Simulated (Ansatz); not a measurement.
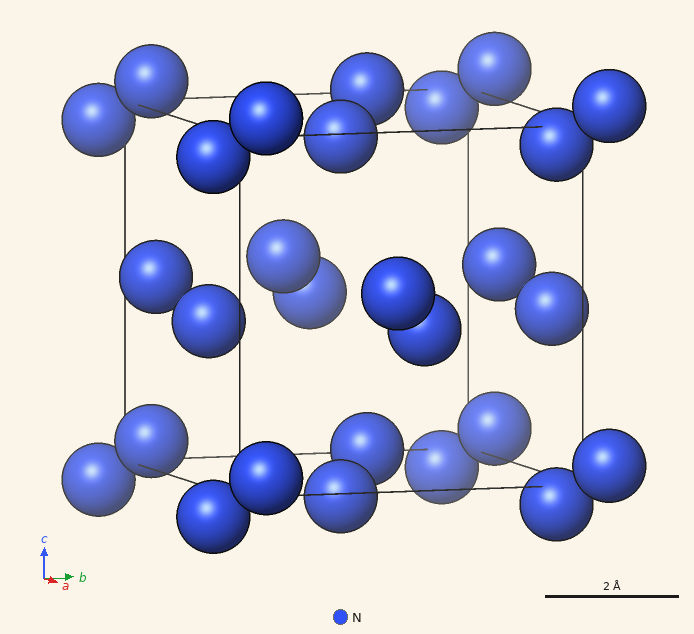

Drawn in the spheres-only manner and seen slightly off an axis. The parallelepiped is the conventional unit cell.

N, space group Pa-3 (No. 205), a = 5.478 Å, b = 5.478 Å, c = 5.478 Å, α = 90.00°, β = 90.00°, γ = 90.00°. The cell started as a structure listed in the Materials Project. Earlier steps of the study, as a rule a relaxation of our own, may have changed the cell and positions, so they can lie some per cent off the listed ones. It went into a calculation with Ansatz.

This one geometry was computed with Ansatz (DFT, plane waves, PAW) at four levels of theory: r2SCAN, HSE06, PBE0 and PBE.

**Which level gives the highest pressure at this volume, and what does that say about its equilibrium volume?**

Highest: PBE (2.7 GPa), which points to the largest equilibrium volume. Lowest, with the smallest volume: HSE06 (-0.3 GPa) and PBE0 (-0.3 GPa). Levels within 0.5 GPa of each other can't be told apart.

**How does the band gap change with the level of theory?**

PBE: a gap of 7.35 eV, indirect; r2SCAN: a gap of 8.01 eV, indirect; HSE06: a gap of 9.65 eV, indirect; PBE0: a gap of 10.45 eV, indirect.

**Collect the results in a table.**

| level | cutoff (eV) | k-mesh of the run's cell | gap (eV) | pressure (GPa) |
| --- | --- | --- | --- | --- |
| r2SCAN | 500 | 6×6×6 | 8.01 | 0.3 |
| HSE06 | 420 | 4×4×4 | 9.65 | -0.3 |
| PBE0 | 420 | 4×4×4 | 10.45 | -0.3 |
| PBE | 420 | 6×6×6 | 7.35 | 2.7 |

Gaps are taken on the k-mesh or band path of each run.
